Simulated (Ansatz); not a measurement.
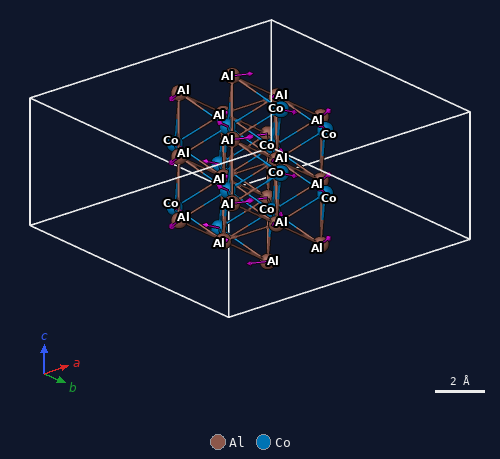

A relaxation of a wire of composition AlCo. The starting structure is drawn; purple arrows show the displacements (the part carried along by the change of the cell is left out), 3 times their true length.

Style: ball-and-stick. Shown: the 2 repeat of the cell, with the vacuum cut short, from a free direction.

Case: wire along [0 0 1], 12 atoms a period.

Computed with DFT PBEsol, scalar-relativistic, plane waves, PAW in Ansatz 0.2.0.

The input:
```yaml
crystal:
  lattice:
    - [14.6, 0.0, 0.0]
    - [0.0, 14.9, 0.0]
    - [0.0, 0.0, 2.8225855362]
  atoms:
    - { symbol: Al, position: [0.4033361118, 0.3105647291, 0.0] }
    - { symbol: Al, position: [0.4033361118, 0.5, 0.0] }
    - { symbol: Al, position: [0.4033361118, 0.6894352709, 0.0] }
    - { symbol: Al, position: [0.5966638882, 0.3105647291, 0.0] }
    - { symbol: Al, position: [0.5966638882, 0.5, 0.0] }
    - { symbol: Al, position: [0.5966638882, 0.6894352709, 0.0] }
    - { symbol: Co, position: [0.3066722235, 0.4052823646, 0.5] }
    - { symbol: Co, position: [0.3066722235, 0.5947176354, 0.5] }
    - { symbol: Co, position: [0.5, 0.4052823646, 0.5] }
    - { symbol: Co, position: [0.5, 0.5947176354, 0.5] }
    - { symbol: Co, position: [0.6933277765, 0.4052823646, 0.5] }
    - { symbol: Co, position: [0.6933277765, 0.5947176354, 0.5] }
basis:
  ecutwfc: 420
kpoints:
  mp_grid: { grid: [1, 1, 19] }
hamiltonian:
  xc: pbesol
scf:
  occupations: { method: gaussian, width: 0.05 }
output:
  forces: true
  stress: true
  eigenvalues: true
  populations: true
  write_density: true
  write_potential: true
  elf: true
  volumetric_format: npy
relax:
  adjacent_minimum: "off"
  f_tol: 0.02
  max_steps: 45
  cell: { fix: [a, b, alpha, beta, gamma], stress_tol: 0.03 }
```

Run as
```bash
ansatz run input.yaml --threads 4 --pin off --max-ram 11264MiB --backend cpu --events-out ev --progress --plain --runs-dir out
```

What happened in the run?

The largest moves relative to the layer's centre, 0.32 Å, are those of Al1, Al3, Al4 and Al6. By element the largest moves are Al 0.32 Å, Co 0.28 Å. Along the periodic axis the drawn cell goes c 5.645 → 5.280 Å (−6.5 %). Some distances before and after: Co11–Co12 2.823 → 2.302 Å, Al2–Al5 2.823 → 2.608 Å, Al1–Al1 2.823 → 2.640 Å, Al1–Al2 2.823 → 2.723 Å. New bonds form: Co11–Co12 (2.82 → 2.30 Å), Co7–Co8 (2.82 → 2.30 Å). Bond angles that change, for instance: Al5–Co12–Al6 109.5° → 105.9°, Al5–Co12–Al5 70.5° → 67.3°, Al6–Co12–Al6 70.5° → 67.8°. Over 8 accepted moves (9 points after the start) the energy falls by 1.149 eV per cell of the calculation. The largest force component goes from 1.3 to 0.002 eV/Å. The SCF was repeated once at an unchanged geometry on a basis and grid sized afresh for the cell, which shifted the energy by 4.0 meV per cell of the calculation at most.
